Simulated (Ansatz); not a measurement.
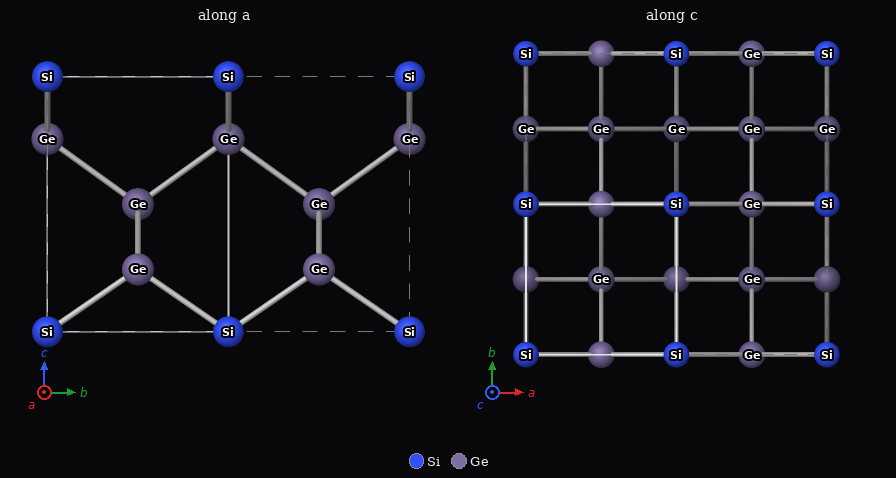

View along the a axis and along the c axis, drawn as a ball-and-stick model. A 2×2×1 array of cells is drawn; the conventional unit cell has the solid edges.

SiGe3, space group P-4m2 (No. 115), a = 3.97 Å, b = 3.97 Å, c = 5.59 Å, α = 90.00°, β = 90.00°, γ = 90.00°.

Results below were computed with Ansatz 0.2.0, difference of finished runs, DFT, r2SCAN, plane waves, PAW; the settings were a kinetic-energy cutoff of 500 eV.

**Is it conducting or gapped at this level?**

A semiconductor at this level, with a gap of 0.57 eV.

Origin of the cell: a structure type filled with these elements by a generator (whether the compound takes this form wasn't checked). Earlier steps of the study may have refined or changed the cell and positions. It was run through Ansatz as a DFT input.
